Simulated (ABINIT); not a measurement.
**GaP (F-43m): a self-consistent loop beyond G0W0, cycle by cycle**

Wanted: G0W0 and self-consistent gaps of GaP (F-43m), with the cost of the cycles.

Calculated with ABINIT 10.8.3; PBE and many-body steps on it, plane waves.

**The experiments to reproduce.**

- Gap 2.25 ± 0.04 eV: optical gap from Tauc plot (fundamental, indirect); spectroscopic ellipsometry, Tauc-Lorentz fit and Tauc plot; 300 K; film (GaP layer on Si reference sample) on Si (“Assessment of GaPSb/Si tandem material association properties for photoelectrochemical cells”, 2020, arxiv:2002.02774).

This is a report of a sequence of runs, with most program output left out.

**1. The starting structure**

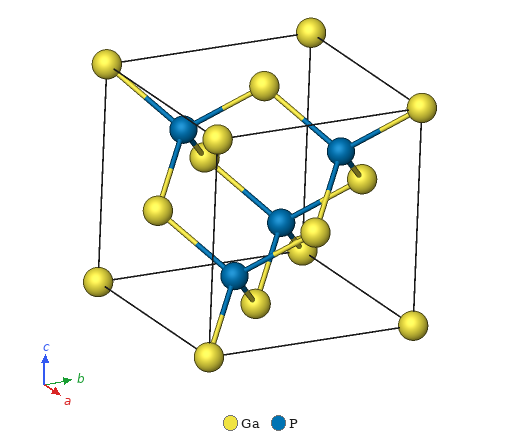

The cell as given, slightly off an axis (gallium yellow, phosphorus blue). This picture shows the conventional cell, with its axes. Bonds to atoms that aren't drawn are left out. Some periodic images of atoms are drawn too.

The cell and positions come from the Crystallography Open Database and are kept as given unless a step says otherwise.

**2. Empty states on the mesh, 4×4×4 mesh, 169 bands**

This step: ABINIT 10.8.3; DFT, PBE, plane waves, norm-conserving pseudopotentials.

The sums over transitions need many empty states on a uniform mesh; this step solves for them.

Contents of run.abi:

```
acell 3*1.0 Angstrom
rprim 
  0.000000000000 2.725250000000 2.725250000000
  2.725250000000 0.000000000000 2.725250000000
  2.725250000000 2.725250000000 0.000000000000
ntypat 2
znucl 31 15
natom 2
typat 1 2
xred 
  0.000000000000 0.000000000000 0.000000000000
  0.250000000000 0.250000000000 0.250000000000
pp_dirpath "pseudos"
pseudos "Ga.upf, P.upf"
ecut 45
ngkpt 4 4 4
nshiftk 1
shiftk 0 0 0
kptopt 1
chksymbreak 0
irdden 1
istwfk *1
nband 169
prtvol 0
optdriver 6
gwr_task "HDIAGO"
paral_kgb 0
occopt 1
indata_prefix "in"
outdata_prefix "out"
tmpdata_prefix "tmp"
```

Command:

```bash
OMP_NUM_THREADS=1 mpirun -n 4 abinit run.abi > log
```

Elapsed: 1.7 min, on 4 MPI ranks of Arm Neoverse V1, shared host; peak memory 3.6 GiB; 6.8 min of CPU time.

Numbers from this step:

* gap: 1.652 eV
* k of the valence top: 0, 0, 0
* k of the conduction bottom: 0.5, 0.5, 0
* least direct gap: 1.809 eV
* k points computed: 8
* lowest point of the top converged band, above the valence top: 125.8280 eV

On this mesh the gap is 1.652 eV.

The density comes from a self-consistent run that is not shown.

**3. Screening, 4×4×4 mesh, 161 bands, screening to 195.9 eV**

The RPA dielectric matrix is built and inverted for each q.

This step: RPA screening on PBE, plane waves, norm-conserving pseudopotentials.

run.abi, as its differences from that of step 2:

```diff
@@ -20,10 +20,11 @@
 chksymbreak 0
-irdden 1
 istwfk *1
-nband 169
-prtvol 0
-optdriver 6
-gwr_task "HDIAGO"
-paral_kgb 0
 occopt 1
+irdwfk 1
+optdriver 3
+nband 161
+ecuteps 7.2
+inclvkb 2
+awtr 1
+symchi 1
 indata_prefix "in"
```

The job ended after 61 s (4 MPI ranks; peak memory 1.3 GiB).

This step gave:

```
ε∞ with local fields, on this mesh, along the program's q direction : 18.15
the same without local fields                                       : 19.72
plasma frequency                                                    : 29.76 eV
plane waves in the screening matrix                                 : 259
```

Local fields lower ε∞ by 8 %. On a Γ-centred mesh this coarse the value itself is usually too large, while a short band sum pulls it down.

**4. G0W0**

The self-energy is evaluated for the states that the input lists, and the levels follow from it, in one-shot runs by the linearised quasiparticle equation.

This step: G0W0 on PBE, plane waves, norm-conserving pseudopotentials.

run.abi, as its differences from that of step 3:

```diff
@@ -23,8 +23,17 @@
 irdwfk 1
-optdriver 3
+optdriver 4
 nband 161
+gwcalctyp 0
+ecutsigx 45
+symsigma 1
+nkptgw 2
+kptgw 
+  0.0000000000 0.0000000000 0.0000000000
+  0.5000000000 0.5000000000 0.0000000000
+bdgw 
+  11 17
+  12 15
 ecuteps 7.2
-inclvkb 2
-awtr 1
-symchi 1
+irdscr 1
+ppmodel 1
 indata_prefix "in"
```

The job ended after 19 s (4 MPI ranks; peak memory 1.2 GiB; 74 s of CPU time).

This step gave:

| Quantity | Value |
| --- | --- |
| G0W0 gap on the points computed | 2.259 eV |
| starting gap on the mesh | 1.652 eV |
| k of the valence top | 0, 0, 0 |
| k of the conduction bottom | 0.5, 0.5, 0 |
| Z at the valence top | 0.785 |
| Z at the conduction bottom | 0.809 |
| least direct G0W0 gap on the computed points | 2.656 eV |

The gap on the mesh goes from 1.65 eV to 2.26 eV, a correction of +0.61 eV.

**5. evGW0, cycle 1**

This step: evGW0 on PBE, plane waves, norm-conserving pseudopotentials.

run.abi, as its differences from that of step 4:

```diff
@@ -25,12 +25,24 @@
 nband 161
-gwcalctyp 0
+gwcalctyp 10
 ecutsigx 45
 symsigma 1
-nkptgw 2
+nkptgw 8
 kptgw 
   0.0000000000 0.0000000000 0.0000000000
+  0.2500000000 0.0000000000 0.0000000000
+  0.5000000000 0.0000000000 0.0000000000
+  0.2500000000 0.2500000000 0.0000000000
+  0.5000000000 0.2500000000 0.0000000000
+  -0.2500000000 0.2500000000 0.0000000000
   0.5000000000 0.5000000000 0.0000000000
+  -0.2500000000 0.5000000000 0.2500000000
 bdgw 
   11 17
-  12 15
+  11 17
+  11 17
+  11 17
+  11 17
+  11 17
+  11 17
+  11 17
 ecuteps 7.2
```

Elapsed: 2.6 min, on 4 MPI ranks; peak memory 1.3 GiB; 10 min of CPU time.

This step gave:

```yaml
quasiparticle_gap_on_the_mesh: 2.429 eV
gap_of_the_density_functional_on_the_mesh: 1.652 eV
k_of_the_valence_top: 0, 0, 0
k_of_the_conduction_bottom: 0.5, 0.5, 0
z_at_the_valence_top: 0.785
z_at_the_conduction_bottom: 0.809
least_direct_quasiparticle_gap_on_the_computed_points: 2.885 eV
```

Against G0W0 in ABINIT (4×4×4 mesh, 161 bands, screening to 195.9 eV, Godby-Needs plasmon pole), the gap moves by +0.170 eV. This first cycle still uses the starting levels; it takes the full correction, at all points of the mesh, and its linearised value is 2.259 eV.

**6. evGW0, cycle 2**

The corrected levels of the last cycle go back in.

run.abi, as its differences from that of step 5:

```diff
@@ -50,2 +50,3 @@
 ppmodel 1
+irdqps 1
 indata_prefix "in"
```

Wall time 2.6 min (4 MPI ranks); peak memory 1.3 GiB; 11 min of CPU time.

This step gave:

```yaml
quasiparticle_gap_on_the_mesh: 2.339 eV
gap_of_the_density_functional_on_the_mesh: 1.652 eV
k_of_the_valence_top: 0, 0, 0
k_of_the_conduction_bottom: 0.5, 0.5, 0
least_direct_quasiparticle_gap_on_the_computed_points: 2.742 eV
```

Against the cycle before, the gap moves by −0.090 eV.

**7. evGW0, cycle 3**

run.abi is that of step 6.

Run time: 2.6 min. Hardware: 4 MPI ranks; peak memory 1.3 GiB.

This step gave:

```yaml
quasiparticle_gap_on_the_mesh: 2.349 eV
gap_of_the_density_functional_on_the_mesh: 1.652 eV
k_of_the_valence_top: 0, 0, 0
k_of_the_conduction_bottom: 0.5, 0.5, 0
least_direct_quasiparticle_gap_on_the_computed_points: 2.761 eV
```

Against the cycle before, the gap moves by +0.010 eV.

**8. evGW0, cycle 4**

run.abi is that of step 7.

The job ended after 2.6 min (4 MPI ranks; peak memory 1.3 GiB; 10 min of CPU time).

This step gave:

```yaml
quasiparticle_gap_on_the_mesh: 2.348 eV
gap_of_the_density_functional_on_the_mesh: 1.652 eV
k_of_the_valence_top: 0, 0, 0
k_of_the_conduction_bottom: 0.5, 0.5, 0
least_direct_quasiparticle_gap_on_the_computed_points: 2.759 eV
```

Against the cycle before, the gap moves by −0.001 eV.

**9. Screening, 4×4×4 mesh, 161 bands, screening to 195.9 eV**

This step: RPA screening on PBE, plane waves, norm-conserving pseudopotentials.

Contents of run.abi:

```
acell 3*1.0 Angstrom
rprim 
  0.000000000000 2.725250000000 2.725250000000
  2.725250000000 0.000000000000 2.725250000000
  2.725250000000 2.725250000000 0.000000000000
ntypat 2
znucl 31 15
natom 2
typat 1 2
xred 
  0.000000000000 0.000000000000 0.000000000000
  0.250000000000 0.250000000000 0.250000000000
pp_dirpath "pseudos"
pseudos "Ga.upf, P.upf"
ecut 45
ngkpt 4 4 4
nshiftk 1
shiftk 0 0 0
kptopt 1
chksymbreak 0
istwfk *1
occopt 1
irdwfk 1
optdriver 3
nband 161
ecuteps 7.2
inclvkb 2
awtr 1
symchi 1
gwcalctyp 10
mbpt_sciss 0.912 eV
nqptdm 1
qptdm 
  0 0 0
indata_prefix "in"
outdata_prefix "out"
tmpdata_prefix "tmp"
```

Elapsed: 11 s, on 4 MPI ranks; peak memory 1.1 GiB; 42 s of CPU time.

This step gave:

* ε∞ with local fields, on this mesh, along the program's q direction: 14.50
* the same without local fields: 15.63
* plasma frequency: 29.76 eV
* plane waves in the screening matrix: 259

This screening uses the functional's bands under a rigid shift, the mean opening of the cycle before.

**10. Screening, 4×4×4 mesh, 161 bands, screening to 195.9 eV**

This step: RPA screening on PBE from quasiparticle energies, plane waves, norm-conserving pseudopotentials.

run.abi, as its differences from that of step 9:

```diff
@@ -29,7 +29,13 @@
 symchi 1
+irdqps 1
 gwcalctyp 10
-mbpt_sciss 0.912 eV
-nqptdm 1
+nqptdm 7
 qptdm 
-  0 0 0
+  0.2500000000 0.0000000000 0.0000000000
+  0.5000000000 0.0000000000 0.0000000000
+  0.2500000000 0.2500000000 0.0000000000
+  0.5000000000 0.2500000000 0.0000000000
+  -0.2500000000 0.2500000000 0.0000000000
+  0.5000000000 0.5000000000 0.0000000000
+  -0.2500000000 0.5000000000 0.2500000000
 indata_prefix "in"
```

Contents of mrgscr.stdin:

```
2
merged
q0_SCR
out_SCR
1
```

Command:

```bash
OMP_NUM_THREADS=1 mpirun -n 4 abinit run.abi > log; mrgscr < mrgscr.stdin
```

Wall time 53 s (4 MPI ranks); peak memory 1.2 GiB; 3.5 min of CPU time.

This step gave:

```
plasma frequency                    : 29.76 eV
plane waves in the screening matrix : 259
```

This screening reads the quasiparticle levels of the cycle before.

**11. evGW, cycle 1**

This step: evGW on PBE, plane waves, norm-conserving pseudopotentials.

run.abi, as its differences from that of step 10:

```diff
@@ -23,12 +23,10 @@
 irdwfk 1
-optdriver 3
+optdriver 4
 nband 161
-ecuteps 7.2
-inclvkb 2
-awtr 1
-symchi 1
-irdqps 1
 gwcalctyp 10
-nqptdm 7
-qptdm 
+ecutsigx 45
+symsigma 1
+nkptgw 8
+kptgw 
+  0.0000000000 0.0000000000 0.0000000000
   0.2500000000 0.0000000000 0.0000000000
@@ -40,2 +38,15 @@
   -0.2500000000 0.5000000000 0.2500000000
+bdgw 
+  11 17
+  11 17
+  11 17
+  11 17
+  11 17
+  11 17
+  11 17
+  11 17
+ecuteps 7.2
+irdscr 1
+ppmodel 1
+irdqps 1
 indata_prefix "in"
```

Command:

```bash
OMP_NUM_THREADS=1 mpirun -n 4 abinit run.abi > log
```

Run time: 2.6 min. Hardware: 4 MPI ranks; peak memory 1.3 GiB.

Numbers from this step:

```
quasiparticle gap on the mesh                         : 2.464 eV
gap of the density functional on the mesh             : 1.652 eV
k of the valence top                                  : 0, 0, 0
k of the conduction bottom                            : 0.5, 0.5, 0
least direct quasiparticle gap on the computed points : 2.872 eV
```

Against G0W0 in ABINIT (4×4×4 mesh, 161 bands, screening to 195.9 eV, Godby-Needs plasmon pole), the gap moves by +0.205 eV.

**12. Screening, 4×4×4 mesh, 161 bands, screening to 195.9 eV**

This step: RPA screening on PBE, plane waves, norm-conserving pseudopotentials.

Contents of run.abi:

```
acell 3*1.0 Angstrom
rprim 
  0.000000000000 2.725250000000 2.725250000000
  2.725250000000 0.000000000000 2.725250000000
  2.725250000000 2.725250000000 0.000000000000
ntypat 2
znucl 31 15
natom 2
typat 1 2
xred 
  0.000000000000 0.000000000000 0.000000000000
  0.250000000000 0.250000000000 0.250000000000
pp_dirpath "pseudos"
pseudos "Ga.upf, P.upf"
ecut 45
ngkpt 4 4 4
nshiftk 1
shiftk 0 0 0
kptopt 1
chksymbreak 0
istwfk *1
occopt 1
irdwfk 1
optdriver 3
nband 161
ecuteps 7.2
inclvkb 2
awtr 1
symchi 1
gwcalctyp 10
mbpt_sciss 1.046 eV
nqptdm 1
qptdm 
  0 0 0
indata_prefix "in"
outdata_prefix "out"
tmpdata_prefix "tmp"
```

Run time: 11 s. Hardware: 4 MPI ranks; peak memory 1.1 GiB; 44 s of CPU time.

This step gave:

```
ε∞ with local fields, on this mesh, along the program's q direction : 14.10
the same without local fields                                       : 15.19
plasma frequency                                                    : 29.76 eV
plane waves in the screening matrix                                 : 259
```

This screening uses the functional's bands under a rigid shift, the mean opening of the cycle before.

**13. Screening, 4×4×4 mesh, 161 bands, screening to 195.9 eV**

This step: RPA screening on PBE from quasiparticle energies, plane waves, norm-conserving pseudopotentials.

run.abi, as its differences from that of step 12:

```diff
@@ -29,7 +29,13 @@
 symchi 1
+irdqps 1
 gwcalctyp 10
-mbpt_sciss 1.046 eV
-nqptdm 1
+nqptdm 7
 qptdm 
-  0 0 0
+  0.2500000000 0.0000000000 0.0000000000
+  0.5000000000 0.0000000000 0.0000000000
+  0.2500000000 0.2500000000 0.0000000000
+  0.5000000000 0.2500000000 0.0000000000
+  -0.2500000000 0.2500000000 0.0000000000
+  0.5000000000 0.5000000000 0.0000000000
+  -0.2500000000 0.5000000000 0.2500000000
 indata_prefix "in"
```

mrgscr.stdin is that of step 10.

Command:

```bash
OMP_NUM_THREADS=1 mpirun -n 4 abinit run.abi > log; mrgscr < mrgscr.stdin
```

Elapsed: 55 s, on 4 MPI ranks; peak memory 1.2 GiB.

Numbers from this step:

```
plasma frequency                    : 29.76 eV
plane waves in the screening matrix : 259
```

This screening reads the quasiparticle levels of the cycle before.

**14. evGW, cycle 2**

This step: evGW on PBE, plane waves, norm-conserving pseudopotentials.

run.abi, as its differences from that of step 13:

```diff
@@ -23,12 +23,10 @@
 irdwfk 1
-optdriver 3
+optdriver 4
 nband 161
-ecuteps 7.2
-inclvkb 2
-awtr 1
-symchi 1
-irdqps 1
 gwcalctyp 10
-nqptdm 7
-qptdm 
+ecutsigx 45
+symsigma 1
+nkptgw 8
+kptgw 
+  0.0000000000 0.0000000000 0.0000000000
   0.2500000000 0.0000000000 0.0000000000
@@ -40,2 +38,15 @@
   -0.2500000000 0.5000000000 0.2500000000
+bdgw 
+  11 17
+  11 17
+  11 17
+  11 17
+  11 17
+  11 17
+  11 17
+  11 17
+ecuteps 7.2
+irdscr 1
+ppmodel 1
+irdqps 1
 indata_prefix "in"
```

Command:

```bash
OMP_NUM_THREADS=1 mpirun -n 4 abinit run.abi > log
```

Wall time 2.6 min (4 MPI ranks); peak memory 1.3 GiB; 10 min of CPU time.

Numbers from this step:

```
quasiparticle gap on the mesh                         : 2.469 eV
gap of the density functional on the mesh             : 1.652 eV
k of the valence top                                  : 0, 0, 0
k of the conduction bottom                            : 0.5, 0.5, 0
least direct quasiparticle gap on the computed points : 2.875 eV
```

Against the cycle before, the gap moves by +0.005 eV.

**15. The runs together**

Times are wall times on 4 MPI ranks of Arm Neoverse V1, shared host, good to a factor of about two. A run's time includes the screening step that it read.

| run | mesh | bands | screening cutoff (eV) | DFT gap (eV) | gap on the mesh (eV) | direct (eV) | ε∞ used | time |
| --- | --- | --- | --- | --- | --- | --- | --- | --- |
| G0W0 | 4×4×4 | 161 | 195.9 | 1.652 | 2.259 | 2.656 | 18.15 | 79 s |
| evGW0, cycle 1 | 4×4×4 | 161 | 195.9 | 1.652 | 2.429 | 2.885 | 18.15 | 3.6 min |
| evGW0, cycle 2 | 4×4×4 | 161 | 195.9 | 1.652 | 2.339 | 2.742 | 18.15 | 3.6 min |
| evGW0, cycle 3 | 4×4×4 | 161 | 195.9 | 1.652 | 2.349 | 2.761 | 18.15 | 3.6 min |
| evGW0, cycle 4 | 4×4×4 | 161 | 195.9 | 1.652 | 2.348 | 2.759 | 18.15 | 3.6 min |
| evGW, cycle 1 | 4×4×4 | 161 | 195.9 | 1.652 | 2.464 | 2.872 | 14.50 | 3.7 min |
| evGW, cycle 2 | 4×4×4 | 161 | 195.9 | 1.652 | 2.469 | 2.875 | 14.10 | 3.7 min |

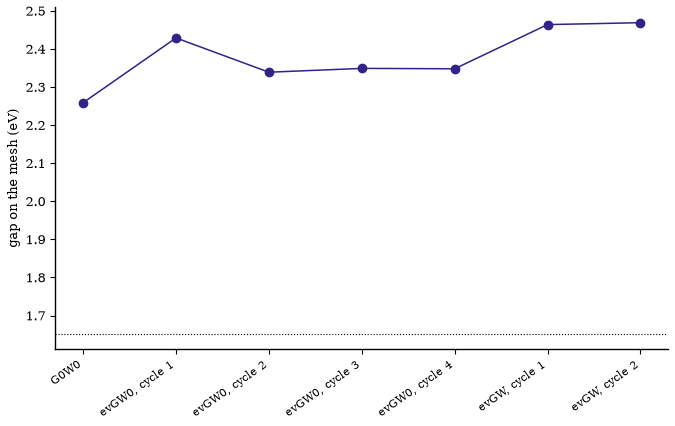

The gap through the cycles; the dotted line is the starting gap.

**16. Outcome**

```yaml
g0w0: 2.259 eV
evgw0_cycle_1: 2.429 eV
evgw0_cycle_2: 2.339 eV
evgw0_cycle_3: 2.349 eV
evgw0_cycle_4: 2.348 eV
evgw_cycle_1: 2.464 eV
evgw_cycle_2: 2.469 eV
known_limits: not at the basis limit; no spin-orbit coupling; coarse k mesh
```

In words: Only the bands that the input lists are updated; the others, empty or deep, keep the functional's energies or take a rigid shift. The evGW loop starts from the last levels of evGW0, so its cycles and time come on top of those. evGW0 ends at 2.35 eV, +0.09 eV from G0W0, after 4 cycles that took 10 min beside the first screening; the last moved the gap by 0.001 eV. evGW ends at 2.47 eV, +0.21 eV from G0W0, after 2 cycles that took 7.4 min beside the first screening; the last moved the gap by 0.005 eV. The first cycle of evGW0 takes the full correction, without the factor Z, so it overshoots the one-shot value. Against experiment, by evGW, cycle 2: the gap of 2.47 eV lies +0.22 eV from the measured 2.25 ± 0.04 eV (indirect, 300 K, on Si, 2020). These are gaps on the mesh, at modest bands and cutoff. The calculation has static nuclei and no excitons; a measured gap holds zero-point and thermal motion, which mostly lowers it. Bands and cutoff are finite, so the gap is not at the basis limit. The miss can reach some tenths of an eV and take either sign; the mesh is an error of its own. A denser mesh or path gives a starting gap of 1.59 eV: the GW mesh misses a band edge, so its gaps are not the fundamental one. The 4×4×4 mesh is coarse for this cell, which bears on the long-range parts of exchange and screening. In the updated screening the q = 0 part is built from Kohn-Sham bands under a rigid shift, the other q from the quasiparticle levels. The many-body steps are scalar-relativistic: spin-orbit coupling is not in them.

[Paths, hosts, dates, memory and timing lines, banners, echoed tables and standing remarks are left out of the program output.]

[Logs are printed without paths, hosts, clocks, repeated set-up lines and the standing remarks that a program may print on its own settings, such as how far it seeks lower states.]

[Runs of the session that timed out or met a known fault of the program may be left out.]

[Hosts, paths, dates, database ids (printed as entryN), source tags and the programs' standing remarks are cut or masked in the printed files.]

[G0W0 gaps are taken among the corrected bands and points alone; a level outside them can change the order at an edge.]

[Where Ansatz stands beside ABINIT at settings called matched, ABINIT's density can come from a denser mesh and the files from another edition; pairs whose starting gaps differed by over 0.03 eV were left out, so agreement reads better than it is.]
